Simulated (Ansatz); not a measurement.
Consider LiH.

The calculation's input:

```
crystal:
  lattice:
    - [0.0, 1.9512, 1.9512]
    - [1.9512, 0.0, 1.9512]
    - [1.9512, 1.9512, 0.0]
  atoms:
    - { symbol: Li, position: [0.0, 0.0, 0.0] }
    - { symbol: H, position: [0.5, 0.5, 0.5] }
basis:
  ecutwfc: 420
kpoints:
  mp_grid: { grid: [10, 10, 10] }
hamiltonian:
  xc: pbe
scf:
  occupations: { method: gaussian, width: 0.05 }
output:
  forces: true
  stress: true
  eigenvalues: true
  write_density: true
  write_potential: true
  elf: true
  volumetric_format: npy
```

Run with:

```sh
ansatz run input.yaml --threads 1 --pin off --max-ram 2560MiB --backend cpu --events-out ev --progress --plain --runs-dir out
```

Below, planes, directions and counts refer to the conventional cell (a = 3.90 Å, b = 3.90 Å, c = 3.90 Å, α = 90.00°, β = 90.00°, γ = 90.00°).

Space group Fm-3m; changed on purpose from its base cell (strain -0.040 along x and y, -0.040 along z, atoms carried along); computed pressure about 3 GPa in this cell.

Computed with DFT PBE, scalar-relativistic, plane waves, PAW (Ansatz).

Question: What will maps of the valence pseudo-density and electron localisation function show?

Answer: Li–H (1.95 Å): the density is about 0.14 e/Å³ at the midpoint; the ELF climbs to about 1 towards the hydrogen; an ionic contact to a hydride ion.

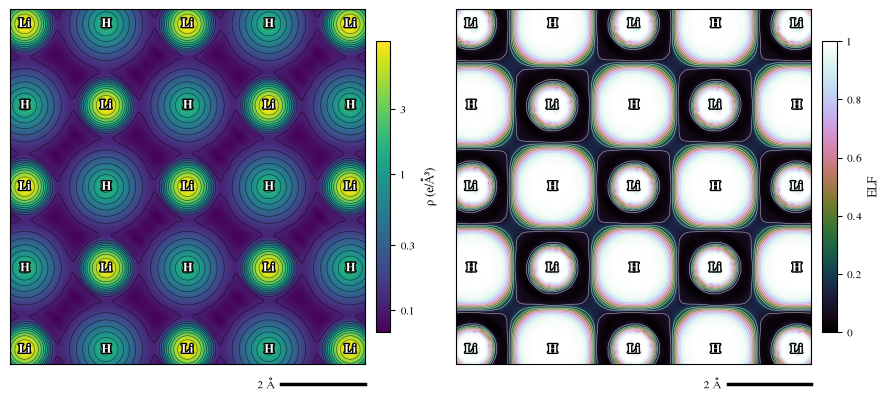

Computed valence pseudo-density and electron localisation function on the (100) plane of the conventional cell, in this order. 
